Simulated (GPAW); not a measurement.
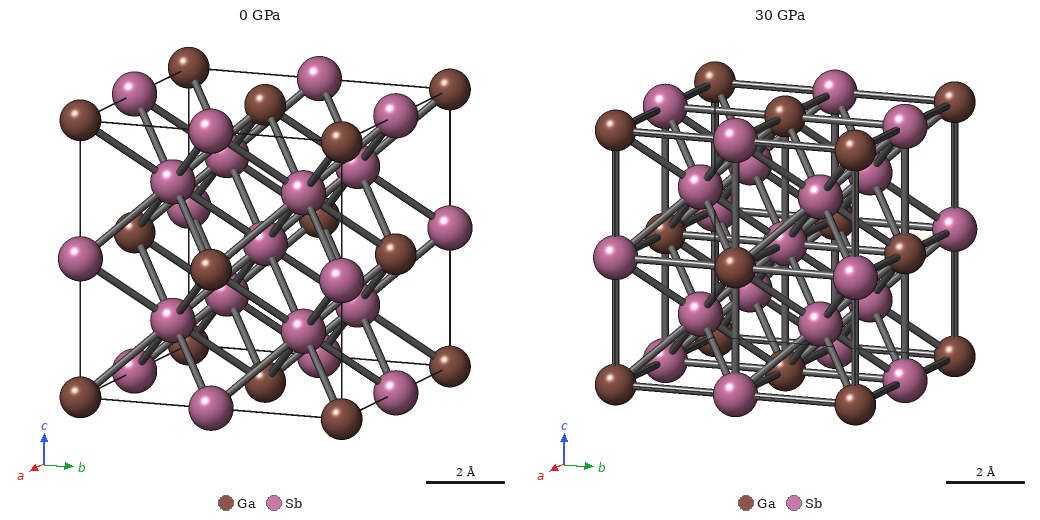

GaSb₃, D0₃ (BiF₃ or Fe₃Al type), space group Fm-3m (No. 225), relaxed (cell and atoms) under a series of hydrostatic pressures; the conventional cell is drawn at the lowest and the highest, to one scale (sticks follow a distance rule). The start was a structure listed in the Materials Project. It needn't be the stable form of this composition.

Alike in all runs: GPAW 26.7.0; functional PBEsol; potentials PAW data sets generated in the run's folder for this functional; cutoff 600 eV; k mesh 6 × 6 × 6 on the run's cell of 4 atoms; occupations fermi-dirac, width 0.05 eV; no spin polarisation; no spin-orbit coupling.

| pressure (GPa) | volume (Å³/atom) | a (Å) |
| --- | --- | --- |
| -0.1 | 24.116 | 7.280 |
| 2.0 | 23.393 | 7.207 |
| 5.0 | 22.550 | 7.119 |
| 10.0 | 21.423 | 6.998 |
| 20.0 | ? | ? |
| 30.0 | 18.618 | 6.679 |

Fit a third-order Birch-Murnaghan equation to the rows given and use it to fill in the volume that is left out.

The fit gives V0 = 24.08 Å³/atom, B0 = 66 GPa and B0′ = 4.4, which puts the volume at 20.0 GPa at 19.79 Å³/atom. The run gave volume 19.750 Å³/atom; a 6.811 Å.

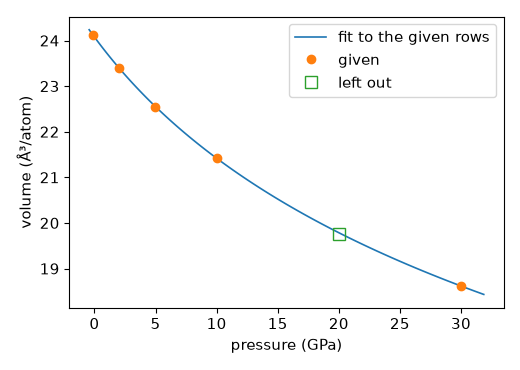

Volume against pressure, with the fit. The structure was kept in its own symmetry, so a change to another phase within this range wouldn't be seen.

Caveat: later steps reuse the first step's grids.
